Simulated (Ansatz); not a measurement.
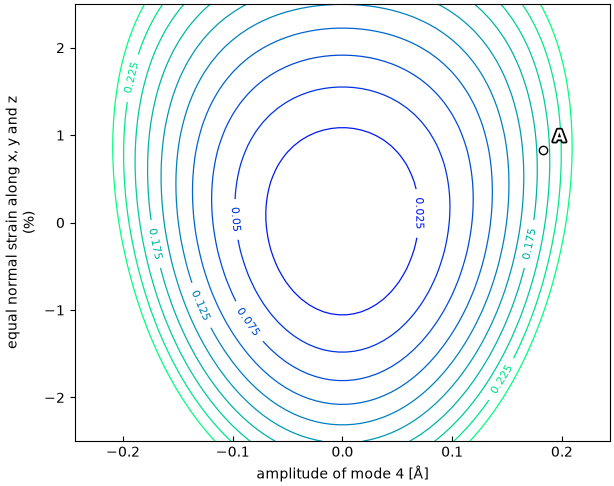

TaN (Fm-3m, No. 225; 2 atoms in the cell). 
- The energy is mapped over a normal mode and a strain (zone-centre modes of the 2-atom cell of this scan) (x, y and z along the cube axes).
- The first coordinate is: amplitude of mode 4 (425 cm⁻¹), largest displacement in the unstrained cell; the second: equal normal strain along x, y and z.
- Nothing is relaxed (the pattern is fixed in fractional coordinates).
- Grid: 9 × 7 points; 35 points were computed and 28 follow by symmetry.
- Points are written as (first, second).
- All energies are given in eV per cell relative to the lowest grid point.
- All numbers below come from Ansatz, DFT LDA, scalar-relativistic, plane waves, PAW. Settings: cutoff 520 eV, k-mesh 18×18×18, gaussian smearing 0.15 eV, no spin polarisation.

In the figure: contour lines labelled in eV (none above 0.25), the point A. Between grid points the surface is interpolated.

Which way does the force act at A, and how strong is it?

Answer. A, at (0.183 Å, 0.83 %), is not a stationary point. The computed force is 2.2 eV for each Å towards smaller values of the first coordinate and 0.0075 eV for each 1 % towards smaller values of the second coordinate.

PAW datasets: the set soft_1.
